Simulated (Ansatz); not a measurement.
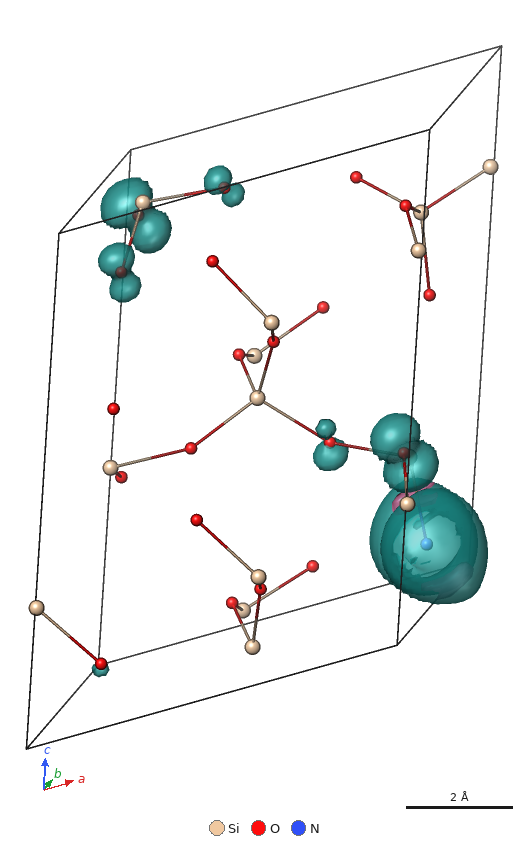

Figure 1: Si12NO22 (cell with a defect). Isosurfaces of the spin density at +0.015 (teal) and −0.015 e/Å³ (pink), seen slightly off an axis. Sticks mark near contacts.

PAW files of the earlier set (soft_1); spin-polarised.

Method: DFT PBE-D3(BJ), scalar-relativistic, plane waves, PAW (Ansatz 0.2.0).

Core electrons are frozen (PAW), and the valence fields are smoothed inside the atomic spheres.

```xyz
35
Lattice="-2.4590 4.2591 5.4070 4.9180 0.0000 5.4070 4.9180 8.5182 0.0000" Properties=species:S:1:pos:R:3 pbc="T T T"
Si    7.1039    8.5652    3.6969
Si    3.8200    2.0048    7.2374
Si    1.3828    2.3216    0.0662
O     6.0904    9.5241    4.5268
O     0.4097    1.7944    1.2645
O     0.9163    3.6201    4.7325
O     0.3352    7.0425    6.1718
O     3.8161    3.1209    8.4283
Si    4.6870    4.0865    3.4354
Si    6.2107    6.2106    7.0945
Si    1.3460   10.7526    5.3627
O     3.6501    5.1435    4.1723
O     2.8163    6.0026    1.1554
O     3.2113    9.1710    7.8191
O     3.2120    7.7217    4.6118
O     2.8285   11.0306    5.9693
O     6.1787    7.4183    8.1897
Si   -0.0882    4.2433    3.6269
Si    1.4124    6.5656    7.3464
Si    3.7252    6.3428    5.2915
O     3.9791    5.4003    9.7727
O     2.7890    6.0547    6.5988
O     0.7998    4.8366    2.3989
O     5.6381    3.5647    4.6734
O     5.2518    6.5564    5.8262
N     0.6874    5.1561    7.9854
Si    2.2842    8.4572    3.5073
Si    3.7369   10.5943    7.2508
Si    1.3266    2.2750    5.5257
O     6.3032    9.6020    9.6282
O     5.2923   10.4778    6.7997
O     3.2739    9.1067    2.3935
O     8.1721    7.8784    4.7178
O     2.8625    2.4932    6.0134
O     6.1151    7.4793    2.9935
```

**Which atoms carry the moments, and with what signs?**

The spin density sits on N: +0.5 μB in one cell of 35 atoms, with smaller moments on other sites: O (up to +0.05 μB): with much of the spin spread outside that site. The cell of the calculation (35 atoms) carries 1.0 μB of net spin moment.
